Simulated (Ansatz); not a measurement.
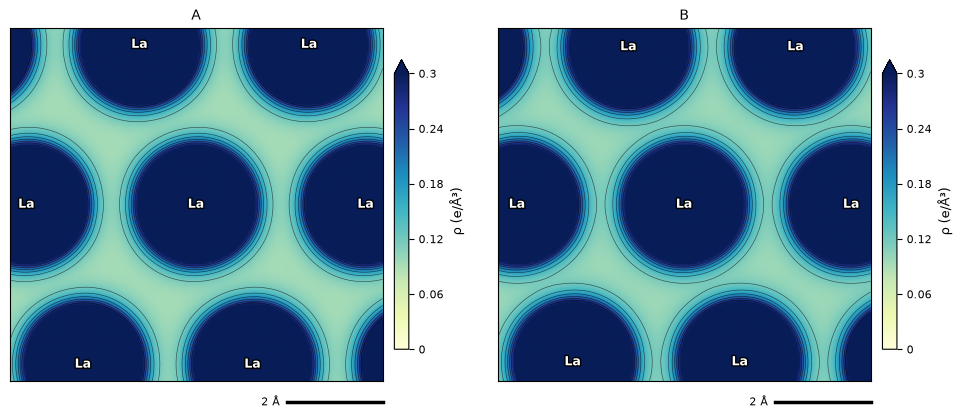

La. The valence charge density (pseudo) of two cells that differ in size, on the (010) plane of each (indices in the axes of the calculation cell), at one length scale and on one colour scale; one has 33.4 and the other 34.9 Å³ an atom.

These are results of DFT, PBE, plane waves (420 eV) with PAW, scalar-relativistic (Ansatz), not measurements.

In a PAW calculation such maps are meaningful between the atoms, not at the nuclei.

The larger cell:

```
La
1.0
    -2.05828    2.05828    2.05828
     2.05828   -2.05828    2.05828
     2.05828    2.05828   -2.05828
La
1
Cartesian
  0.0000 0.0000 0.0000
```

The smaller cell: a = 3.513 Å, b = 3.513 Å, c = 3.513 Å, α = 109.47°, β = 109.47°, γ = 109.47°.

Which is the denser cell? Describe the effect of the change.

Answer. Panel B is the smaller cell, by 4 % in volume. From the larger cell to the smaller, La–La goes from 3.57 to 3.51 Å, and the density at its midpoint from 0.11 to 0.12 e/Å³; the pressure goes from 2.4 to 3.9 GPa.
